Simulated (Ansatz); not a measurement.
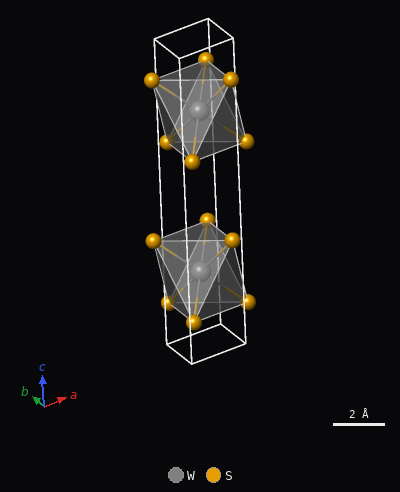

Figure 1. The input geometry (polyhedral view of the reduced cell, seen slightly off an axis; polyhedra are completed across the faces of the cell).

# Single-point calculation of WS$_{2}$ (part 1 of 2)

System: WS$_{2}$ (C2/m, 6 atoms in the cell).
Method: DFT, r2SCAN+rVV10, plane waves, PAW, no spin polarisation (Ansatz 0.2.0).

The structure was built on a prototype by a generator. The geometry comes from this level: r2scan-rvv10. Figures and captions count atoms from 1; the log counts them from 0 in places.

## The input
```yaml
crystal:
  lattice:
    - [2.7756533818, -1.6054006491, -0.158979729]
    - [2.7756533818, 1.6054006491, -0.158979729]
    - [-3.0271747819, 0.0, 12.2756270775]
  atoms:
    - { symbol: W, position: [0.3339842525, 0.3339842525, 0.7521780162] }
    - { symbol: W, position: [0.6660157475, 0.6660157475, 0.2478219838] }
    - { symbol: S, position: [-0.0855632207, -0.0855632207, 0.6237264036] }
    - { symbol: S, position: [1.0855632207, 1.0855632207, 0.3762735964] }
    - { symbol: S, position: [0.7535142045, 0.7535142045, 0.8807746056] }
    - { symbol: S, position: [0.2464857955, 0.2464857955, 0.1192253944] }
kpoints:
  mp_grid: { grid: [10, 10, 4] }
  band_path:
    path:
      - [0.0, 0.0, 0.0]
      - [0.3352845893, -0.3352845893, 0.0]
      - [0.6647154107, 0.3352845893, -1.0]
      - [0.5, 0.5, -1.0]
      - [0.5, 0.5, -0.5]
      - [0.6705455389, 0.3294544611, -0.5]
      - [0.3294544611, -0.3294544611, 0.5]
      - [0.0, 0.0, 0.5]
      - [0.5, 0.0, 0.0]
    npoints: 1
hamiltonian:
  xc: r2scan
  dispersion: rvv10
scf:
  occupations: { method: fermi_dirac, width: 0.03 }
  n_extra_bands: 5
output:
  forces: true
  stress: true
  eigenvalues: true
  write_density: true
  write_potential: true
  elf: true
  volumetric_format: npy
```

Hardware: 2 threads of Intel Xeon @ 2.70GHz, 189 GiB of memory available, shared host.

Launch command:
```bash
ansatz run input.yaml --threads 2 --pin off --max-ram 2211MiB --backend cpu --events-out ev --progress --plain --runs-dir out
```

## The program's output
```
scf.n_extra_bands = 5 over 26 filled bands (N_el = 52.0): the run solves 31 bands
Engine: ansatz 0.2.0, x86_64-unknown-linux-gnu
Pseudopotentials: kind: paw
Pseudopotential: W, paw, valence charge 14, recommended cutoff 500 eV (meta_gga), W.paw.azcp
Pseudopotential: S, paw, valence charge 6, recommended cutoff 500 eV (meta_gga), S.paw.azcp
Functional definition: r2SCAN+rVV10
  parameter k0 = 0.174
  parameter k1 = 0.065
  parameter a1 = 4.9479
  exchange = r2scan_x(k0 = k0, k1 = k1, a1 = a1)
  correlation = r2scan_c + rvv10(11.95, 0.0093)
Crystal: 6 atoms, lattice volume = 107.856 Å³
Basis set: ecut = 500 eV, 2721 PW (Γ), exchange–correlation on 108×108×432 points (64 copies of the dense FFT grid, shifted against one another)
Bands: 31, of which v1, the nominal top of the filled ones, is band 26 counted from 1 (25 counted from 0)
Symmetry: 4 space group operations
Space group: C2/m (ITA 12), of the structure as read, at distance tolerance 4.8e-5 Å
k-points: 117 of 400
Non-local potential: W, projectors of the file, l = 0: 3, l = 1: 2, l = 2: 2, l = 3: 1
Non-local potential: S, projectors of the file, l = 0: 2, l = 1: 2, l = 2: 2
PAW form: soft (Blöchl's): semilocal exchange-correlation on the pseudo side does not see the compensation charge
rVV10 density: all electrons in the spheres
PAW frozen core: W, regenerated for the run's functional (the file was generated under x = pbe(κ = 0.804, μ = 0.2195149727645171), c = pbe(β = 0.06672455060314922))
PAW frozen core: S, regenerated for the run's functional (the file was generated under x = pbe(κ = 0.804, μ = 0.2195149727645171), c = pbe(β = 0.06672455060314922))
PAW one-centre angular grid: W, 590 points (default); XC on 160 Gauss nodes
PAW one-centre angular grid: S, 302 points (default); XC on 160 Gauss nodes
Initial density: superposition of atomic densities (neutral atoms: chi_scale 0, normalization atom), corrected by the library's trained network
Initial wavefunctions: pseudopotential atomic-orbital guess
Functional: x = r2scan, c = r2scan + rvv10(b = 11.95, C = 0.0093); τ floored in thin density (d = 2e-4 eV/Å³)
SCF iter   1: F=—  HF=-24413.526569 eV  |F-HF|=—  |Δ(HF+E_count)|=         —  Δρ=6.51e-3  dr2=5.42e-2  dr2_τ=1.37e-1  ethr=1.77e-3  ⟨swp⟩=6.5  Hψ=17216  notcnv=0
preconditioner: auto → LDOS  [metal: Δε(μ)=0.036 eV  Ē_g=8.131 eV  σ=0.030 eV  W_gap=0.29  n_scr=26 (ndim 8)  ℏωp=21.5 eV  f_vac=0.011  D(μ)=1.28/eV (n_scr^D=4)  β→1.0]
SCF iter   2: F=—  HF=-24413.628058 eV  |F-HF|=—  |Δ(HF+E_count)|=   1.01e-1  Δρ=3.83e-3  dr2=4.16e-2  dr2_τ=8.60e-4  ethr=1.04e-4  ⟨swp⟩=4.0  Hψ=10721  notcnv=0  defer=37
SCF iter   3: F=—  HF=-24413.616953 eV  |F-HF|=—  |Δ(HF+E_count)|=   1.11e-2  Δρ=1.24e-3  dr2=4.62e-3  dr2_τ=9.25e-5  ethr=8.00e-5  ⟨swp⟩=2.8  Hψ=6300  notcnv=0  defer=37
SCF iter   4: F=—  HF=-24413.616907 eV  |F-HF|=—  |Δ(HF+E_count)|=   4.66e-5  Δρ=4.45e-4  dr2=2.20e-4  dr2_τ=8.88e-5  ethr=8.88e-6  ⟨swp⟩=2.0  Hψ=5184  notcnv=0  defer=37
SCF iter   5: F=—  HF=-24413.616966 eV  |F-HF|=—  |Δ(HF+E_count)|=   5.96e-5  Δρ=8.77e-5  dr2=4.54e-6  dr2_τ=2.41e-6  ethr=4.23e-7  ⟨swp⟩=2.0  Hψ=5707  notcnv=0  defer=37
SCF iter   6: F=—  HF=-24413.616975 eV  |F-HF|=—  |Δ(HF+E_count)|=   8.78e-6  Δρ=2.50e-5  dr2=7.29e-7  dr2_τ=6.17e-8  ethr=8.73e-9  ⟨swp⟩=2.0  Hψ=6404  notcnv=0  defer=37
SCF iter   7: F=-24413.616976 eV  HF=-24413.616976 eV  |F-HF|=1.60e-8  |Δ(HF+E_count)|=   8.66e-7  Δρ=6.49e-6  dr2=9.29e-8  dr2_τ=2.93e-9  ethr=1.92e-10  ⟨swp⟩=10.1  Hψ=30021  notcnv=0
SCF 1 converged in 7 iterations: F = -24413.616976 eV  dr2 = 9.29e-8
  greatest PAW one-centre occupation: 0.999 electrons in one spin orbital (limit 2), on the W atom at site 1 (counted from 0), in its partial waves of l = 0
```

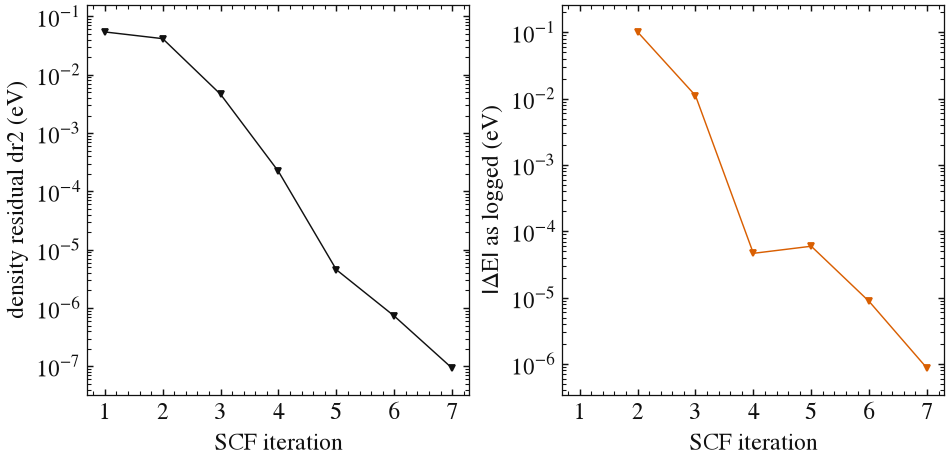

Figure 2. Convergence of the self-consistent field: density residual dr2 and size of the energy change against the SCF iteration. The residual falls at every step.

```
NSCF: frozen V_eff on 9 k-points
SCF converged after 7 iterations
Free energy (F): -24413.616976 eV
Harris-Foulkes:  -24413.616976 eV  (|F-HF|=1.60e-8)
Internal energy: -24413.612480 eV  (E = F + TS)
E sigma→0 (E₀):  -24413.614728 eV
Entropy (-TS):   -0.004496 eV (-0.749 meV/atom)
Fermi energy:    11.681410 eV
--- Per-component energies (eV) ---
  E_band       = -422.504578
  E_kinetic    = 1331.603822
  E_local      = -3381.256520  (includes V_loc(G=0)·N_el)
  E_nonlocal   = 116.096856
  E_hartree    = 1325.834870
  E_xc         = -857.624037
  E_vxc        = -897.867761  (∫ρ·V_xc dr)
  E_paw        = -19624.433148  (= ΣΔE_a)
  E_vpaw       = -287.244411  (= ΣTr[D̂ρ^β])
  E_aug_tail   = -0.000058  (compensation charges beyond the density's cutoff)
  E_vtau       = 44.501911  (kinetic-family band-sum trace: ∫τ·v_τ [+ j·A + Jᵃ·Aᵃ] dr)
  E_ewald      = -3322.219299
  E_core_change = -1.614965  (= ΣΔE_core)
  E_smearing   = -0.004496  (= −TS)
  E_closure    = 0.000000  (closes the sum)
  Σ components = -24413.616976   (vs F -24413.616976, Δ=0.00e0)
--- Forces (eV/Å), atoms counted from 1 ---
  atom   1  W      0.00679317     0.00000000     0.11396574
  atom   2  W     -0.00679317    -0.00000000    -0.11396574
  atom   3  S      0.00414274    -0.00000000    -0.07218438
  atom   4  S     -0.00414274     0.00000000     0.07218438
  atom   5  S     -0.01129234     0.00000000    -0.10527687
  atom   6  S      0.01129234    -0.00000000     0.10527687
  max |Σ_I F_I| component: 1.39e-17 eV/Å
--- Stress (GPa, compression-positive) ---
       -0.118700       0.000000       0.001762
        0.000000      -0.111876      -0.000000
        0.001762      -0.000000       0.447960
  P = ⅓ Tr σ = 0.0725 GPa (0.725 kbar)
--- Band table (eV; the first three rows and the last of 117) ---
  k-point 0: bands = ["-65.2134", "-65.2134", "-28.7602", "-28.7602", "-28.7601", "-28.7601", "-28.7515", "-28.7514", "-4.7834", "-4.5000", "-3.2742", "-2.7654", "3.6097", "4.8419", "7.0849", "7.0882", "7.1096", "7.1120", "7.1870", "9.6190", "10.3995", "10.7585", "10.7601", "10.7636", "10.7637", "10.8535", "10.8561", "10.9913", "10.9914", "11.6730", "15.1559"]
  k-point 1: bands = ["-65.2134", "-65.2134", "-28.7602", "-28.7602", "-28.7601", "-28.7601", "-28.7515", "-28.7514", "-4.7508", "-4.5519", "-3.1915", "-2.8334", "3.7481", "4.5916", "7.0885", "7.0916", "7.1059", "7.1085", "7.5273", "9.0884", "10.7538", "10.7582", "10.7670", "10.7708", "10.8051", "10.8714", "10.8739", "10.9699", "10.9706", "11.5785", "15.1846"]
  k-point 2: bands = ["-65.2134", "-65.2134", "-28.7602", "-28.7602", "-28.7601", "-28.7601", "-28.7514", "-28.7514", "-4.6783", "-4.6423", "-3.0299", "-2.9813", "4.0800", "4.1659", "7.0970", "7.0974", "7.0998", "7.1002", "8.2133", "8.3225", "10.7525", "10.7568", "10.7699", "10.7734", "10.9143", "10.9143", "10.9239", "10.9276", "11.2311", "11.3350", "15.2224"]
  k-point 116: bands = ["-65.1969", "-65.1969", "-29.0845", "-29.0845", "-28.8371", "-28.8371", "-28.6889", "-28.6889", "-2.8289", "-2.8217", "-1.9610", "-1.9433", "3.6062", "3.7277", "5.5924", "5.9473", "6.0128", "6.3880", "6.9590", "6.9719", "7.9251", "8.5432", "9.2203", "9.4158", "9.4475", "9.6817", "13.3006", "13.3007", "14.0353", "14.0984", "15.6022"]
```

## File bands.tsv
```
# k_distance	band_0	band_1	band_2	band_3	band_4	band_5	band_6	band_7	band_8	band_9	band_10	band_11	band_12	band_13	band_14	band_15	band_16	band_17	band_18	band_19	band_20	band_21	band_22	band_23	band_24	band_25	band_26	band_27	band_28	band_29	band_30
# fermi_ev = 11.681410
# lock_threshold_ev = 1e-6
# [0, 0, 0] at k_distance = 0.000000
# [0.3352845893, -0.3352845893, 0] at k_distance = 1.312230
# [0.6647154107, 0.3352845893, -1] at k_distance = 2.635866
# [0.5, 0.5, -1] at k_distance = 3.280526
# [0.5, 0.5, -0.5] at k_distance = 3.540539
# [0.6705455389, 0.3294544611, -0.5] at k_distance = 4.208017
# [0.3294544611, -0.3294544611, 0.5] at k_distance = 5.509233
# [0, 0, 0.5] at k_distance = 6.798646
# [0.5, 0, 0] at k_distance = 7.931759
# levels_relative_to = fermi_ev
# free_energy_ev = -24413.616976
# largest_residual_norms_ev = 1.016e-3 8.688e-4 2.448e-4 2.393e-4 2.715e-4 2.299e-4 2.252e-4 2.326e-4 1.072e-3 1.089e-3 1.294e-3 1.263e-3 8.362e-4 9.184e-4 1.411e-3 1.138e-3 1.368e-3 1.637e-3 8.653e-4 1.161e-3 1.429e-3 1.243e-3 1.211e-3 8.848e-4 1.700e-3 1.776e-3 1.733e-3 1.569e-3 1.624e-3 1.216e-3 1.856e-3
0.000000	-76.894856	-76.894852	-40.441591	-40.441577	-40.441494	-40.441479	-40.432883	-40.432814	-16.464766	-16.181384	-14.955618	-14.446858	-8.071696	-6.839533	-4.596460	-4.593249	-4.571802	-4.569364	-4.494379	-2.062369	-1.281899	-0.922932	-0.921312	-0.917821	-0.917729	-0.827919	-0.825310	-0.690074	-0.690023	-0.008367	3.474444
1.312230	-76.876194	-76.876193	-40.670129	-40.670124	-40.666184	-40.666180	-40.362657	-40.362634	-13.888875	-13.883315	-13.865430	-13.861028	-6.605433	-6.448228	-6.429410	-6.386633	-6.380599	-6.216472	-4.761569	-4.665721	-4.488823	-4.487851	-4.172467	-3.980935	0.441124	0.587423	0.788727	0.826981	0.880358	1.044317	3.338917
2.635866	-76.876194	-76.876193	-40.670129	-40.670124	-40.666184	-40.666180	-40.362657	-40.362634	-13.888875	-13.883315	-13.865430	-13.861028	-6.605433	-6.448228	-6.429410	-6.386633	-6.380599	-6.216472	-4.761569	-4.665721	-4.488823	-4.487851	-4.172467	-3.980935	0.441124	0.587423	0.788727	0.826981	0.880358	1.044317	3.338917
3.280526	-76.878261	-76.878261	-40.765937	-40.765930	-40.518528	-40.518526	-40.370303	-40.370283	-14.556699	-14.447669	-13.712781	-13.563350	-8.053150	-7.960784	-6.136295	-6.035199	-5.365700	-5.129968	-4.767197	-4.660455	-3.888495	-3.268397	-2.388618	-2.241570	-2.109943	-2.090969	1.618355	1.619951	2.318998	2.447308	3.678273
3.540539	-76.878263	-76.878261	-40.765942	-40.765937	-40.518534	-40.518530	-40.370315	-40.370290	-14.510300	-14.503114	-13.642436	-13.624726	-8.075192	-7.953711	-6.089020	-5.734158	-5.668651	-5.293416	-4.722438	-4.709484	-3.756357	-3.138215	-2.461139	-2.265649	-2.233894	-1.999753	1.619217	1.619284	2.353921	2.416997	3.920758
4.208017	-76.876197	-76.876197	-40.671984	-40.671980	-40.664260	-40.664253	-40.362666	-40.362647	-13.894206	-13.885455	-13.861931	-13.858396	-6.611996	-6.489806	-6.415891	-6.383485	-6.349123	-6.213126	-4.754886	-4.675289	-4.493868	-4.474877	-4.189398	-3.969017	0.454132	0.577982	0.802010	0.821974	0.839887	1.070028	3.369498
5.509233	-76.876197	-76.876197	-40.671984	-40.671980	-40.664260	-40.664253	-40.362666	-40.362647	-13.894206	-13.885455	-13.861931	-13.858396	-6.611996	-6.489806	-6.415891	-6.383485	-6.349123	-6.213126	-4.754886	-4.675289	-4.493868	-4.474877	-4.189398	-3.969017	0.454132	0.577982	0.802010	0.821974	0.839887	1.070028	3.369498
6.798646	-76.894857	-76.894852	-40.441589	-40.441574	-40.441492	-40.441476	-40.432859	-40.432845	-16.359744	-16.323726	-14.711262	-14.662688	-7.601415	-7.515505	-4.584452	-4.584019	-4.581608	-4.581201	-3.468142	-3.358959	-0.928924	-0.924567	-0.911472	-0.907999	-0.767125	-0.767074	-0.757509	-0.753845	-0.450357	-0.346437	3.540982
7.931759	-76.878273	-76.878273	-40.765927	-40.765922	-40.518377	-40.518375	-40.370317	-40.370296	-14.555200	-14.449435	-13.711596	-13.567119	-8.053309	-7.962157	-6.133917	-6.035714	-5.362364	-5.130020	-4.763442	-4.656821	-3.880708	-3.289266	-2.386628	-2.235823	-2.108906	-2.094190	1.617741	1.619343	2.320946	2.446342	3.678286
```
